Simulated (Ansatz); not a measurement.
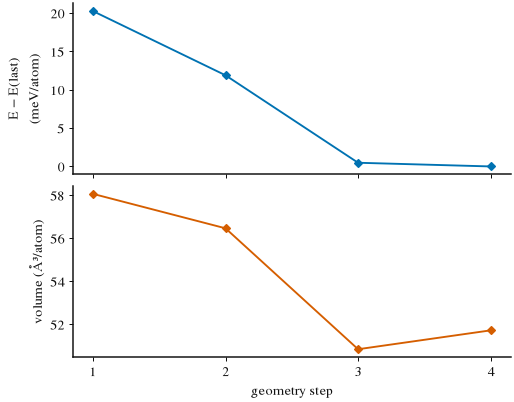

History of a geometry optimisation. The run: Sr (P6/mmm, 1 atom in the cell), by DFT PBEsol, scalar-relativistic, plane waves, PAW in Ansatz; cutoff 420 eV, 15×15×14 k-mesh, Gaussian smearing of 0.1 eV. Atoms and cell relax. A closing SCF on a freshly chosen basis isn't drawn.

The optimisation met its thresholds at geometry 4, counting the start as the first. The energy fell by about 20 meV/atom from the first step to the last. All forces vanish by symmetry, so only the cell moves. The volume shrinks from 58.1 to 51.7 Å³ per atom (−11 %), overshooting to 50.8 at step 3.
